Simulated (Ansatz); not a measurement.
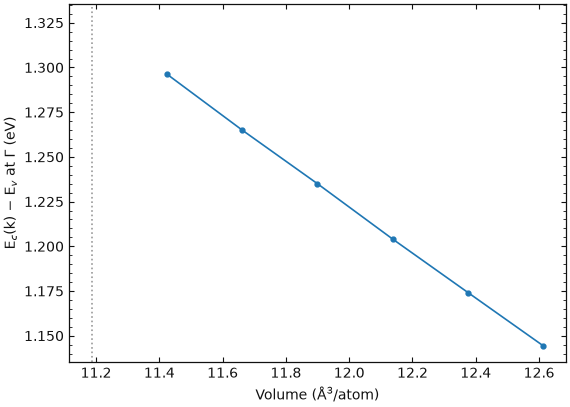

Lowest conduction level at Γ, counted from the valence-band top at Γ. One run is left out (dotted line).

System: wurtzite ZnO, space group P6_3mc, 4 atoms in the cell. The cell is scaled at fixed shape and fractional positions. At 11.90 Å³/atom, a = 3.249 Å, c = 5.206 Å (hexagonal axes). Ansatz; r2SCAN, Ansatz PAW, no spin polarisation, no spin-orbit coupling, 9×9×5 k mesh, 500 eV cutoff, Fermi-Dirac smearing of 0.05 eV.

```csv
volume,Γ (eV),pressure (GPa)
11.42 Å³/atom,1.30,5.4
11.66 Å³/atom,1.27,1.9
11.90 Å³/atom,1.23,−1.1
12.14 Å³/atom,1.20,−3.9
12.38 Å³/atom,1.17,−6.3
12.61 Å³/atom,1.14,−8.5
```

Fill in the row for 11.19 Å³/atom.

A fit through the other points against the logarithm of the volume gives 1.33 eV at Γ (a straight line). The run itself gives 1.33 eV, within 0.01 eV of the estimate.

What is the deformation potential dE/d ln V?

A straight line against ln V has a slope of −1.5 eV at Γ.

The PAW data sets were made with another functional. LDA, GGA and most meta-GGA functionals understate gaps.
